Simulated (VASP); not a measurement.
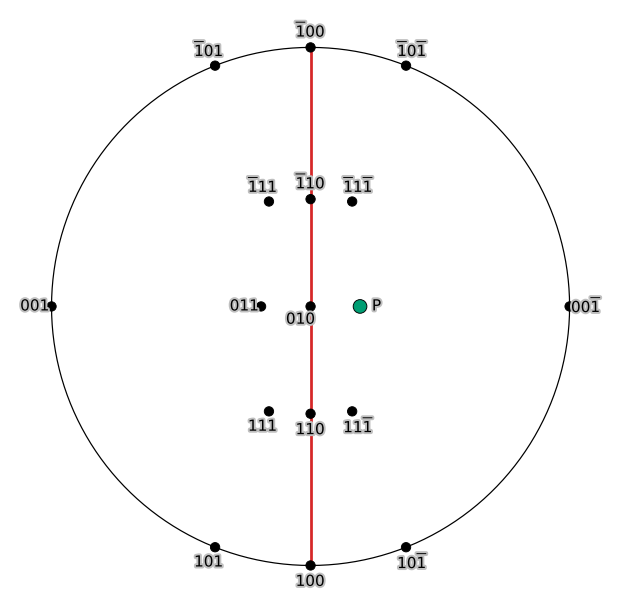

Stereographic projection of plane normals (upper hemisphere) centred on (0 1 0). Crystal: TiO2, the geometry relaxed with VASP Kohn-Sham DFT of a periodic cell, PBE with D3(BJ), VASP PAW PBE potentials, recommended in VASP 6.6.1. Geometry calculated from the standardised cell; symmetry tolerance 0.002 Å.

a = 3.792 Å, b = 3.792 Å, c = 9.562 Å, α = 90.00°, β = 90.00°, γ = 90.00°.

Question: Index the pole marked P.

Answer: P is (0 1 −1), 21.6° from the centre.

Question: Which zone does the coloured great circle trace?

Answer: The zone [0 0 1]: its poles satisfy l = 0.

Question: What is the angle between the normals of (−1 1 0) and (−1 0 −1), and what are their d_hkl = 1/|g|?

Answer: 48.9°; d = 2.681 Å and 3.525 Å.
